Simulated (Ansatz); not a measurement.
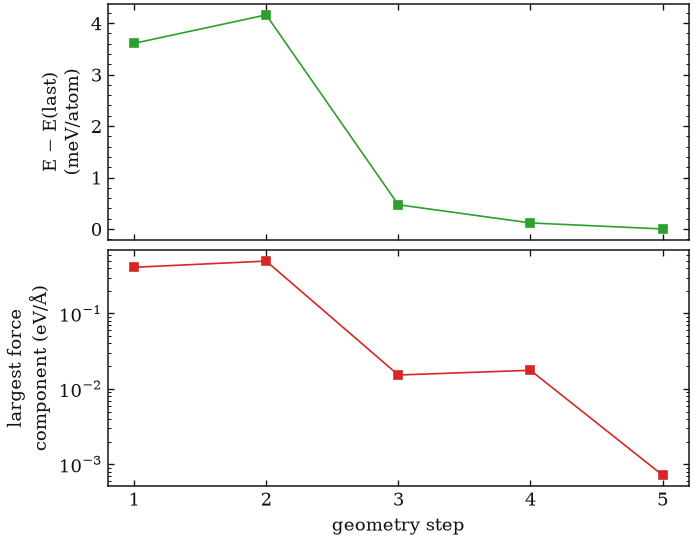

History of a geometry optimisation. The volume is held, while cell shape and atoms may move. A closing SCF on a freshly chosen basis isn't drawn.

```
crystal:
  lattice:
    - [3.9737446639, 0.0, 0.0]
    - [0.0, 3.9737446639, 0.0]
    - [0.0, 0.0, 4.6835643965]
  atoms:
    - { symbol: Pb, position: [0.0, 0.5, 0.2500406459] }
    - { symbol: Pb, position: [0.5, 0.0, 0.7499593541] }
    - { symbol: O, position: [0.0, 0.0, 0.0] }
    - { symbol: O, position: [0.5, 0.5, 0.0] }
basis:
  ecutwfc: 420
kpoints:
  mp_grid: { grid: [8, 8, 6] }
hamiltonian:
  xc: pbe
  dispersion: d3bj
scf:
  occupations: { method: gaussian, width: 0.02 }
output:
  forces: true
  stress: true
  eigenvalues: true
relax:
  adjacent_minimum: "off"
  f_tol: 0.01
  max_steps: 30
  cell: { stress_tol: 0.1, fix: [volume] }
```

Run as:
```bash
ansatz run input.yaml --threads 1 --pin off --max-ram 2560MiB --backend cpu --events-out ev --progress --plain --runs-dir out
```

How did the optimisation end?

The optimisation met its thresholds at geometry 5, counting the start as the first. The energy fell by about 3.6 meV/atom from the first step to the last. Step 2 went uphill and was rejected by the line search. The largest force component goes from about 0.41 eV/Å at the start to 7 × 10⁻⁴ eV/Å at the end. The cell changes shape at fixed volume (not drawn): a, b and c change by +1 %, +1 % and −2 %.
